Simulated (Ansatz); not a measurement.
```yaml
crystal:
  lattice:
    - [2.97135, -1.71551, 2.42725]
    - [0.00000, 3.43102, 2.42725]
    - [-2.97135, -1.71551, 2.42725]
  atoms:
    - { symbol: Fe, position: [0.00000, 0.00000, 0.00000] }
    - { symbol: Fe, position: [0.50000, 0.00000, 0.50000] }
    - { symbol: Fe, position: [0.00000, 0.50000, 0.50000] }
    - { symbol: Fe, position: [0.50000, 0.50000, 0.00000] }
    - { symbol: O, position: [0.00000, 0.00000, 0.50000] }
    - { symbol: O, position: [0.50000, 0.00000, 0.00000] }
    - { symbol: O, position: [0.00000, 0.50000, 0.00000] }
    - { symbol: O, position: [0.50000, 0.50000, 0.50000] }
```

Space group Fm-3m; changed on purpose from its base cell (volume × 0.97, shape and atoms relaxed); computed pressure about 7 GPa in this cell; spin-polarised.

All numbers below come from DFT PBEsol, scalar-relativistic, plane waves, PAW (Ansatz 0.2.0).

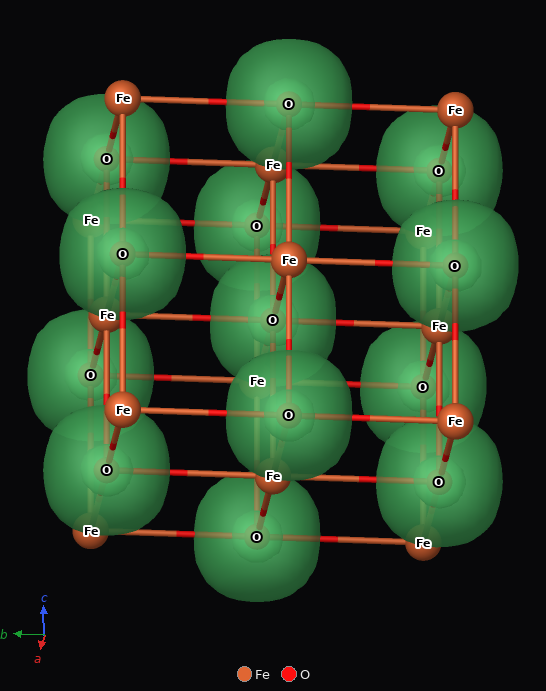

FeO. Isosurface of the ELF at 0.65 (green), seen at an oblique angle. Core shells and regions of very low density are left out. Sticks mark near contacts.

### Where are the electrons localised?

The surface consists of four regions wrapped around O (the valence shell of each), counted in one cell of 8 atoms. Any copies at cell faces, edges or corners count once. Along the contacts the grid gives the following. Fe–O (2.10 Å): the ELF peaks at about 0.80 in the valence shell of O, 0.6 Å from its nucleus, and is about 0.15 at the midpoint (no localised pair shows between them).
